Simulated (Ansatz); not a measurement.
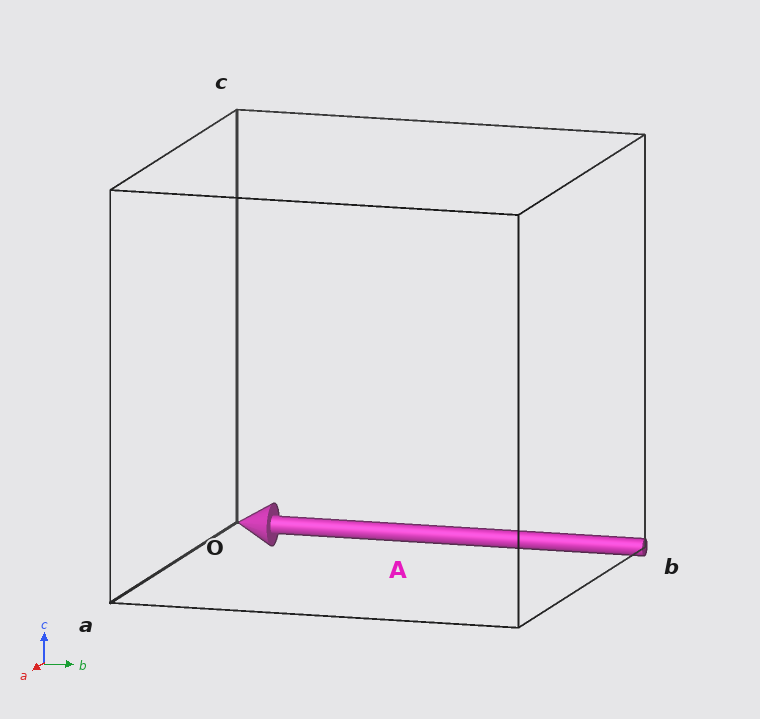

Crystal: TiNi, the end point of a relaxation with DFT r2SCAN, scalar-relativistic, plane waves, PAW (Ansatz 0.2.0). The arrow starts at a corner of the unit cell and ends on its surface; where a tip isn't a corner, dashed lines run from it parallel to the axes. Geometry calculated from the standardised cell; symmetry tolerance 0.002 Å.

a = 3.003 Å, b = 3.003 Å, c = 2.959 Å, α = 90.00°, β = 90.00°, γ = 90.00°.

> Index the direction.

Arrow A runs from (0, 1, 0) to (0, 0, 0), so [0 −1 0].

> How long is the vector ua + vb + wc?

3.003 Å.
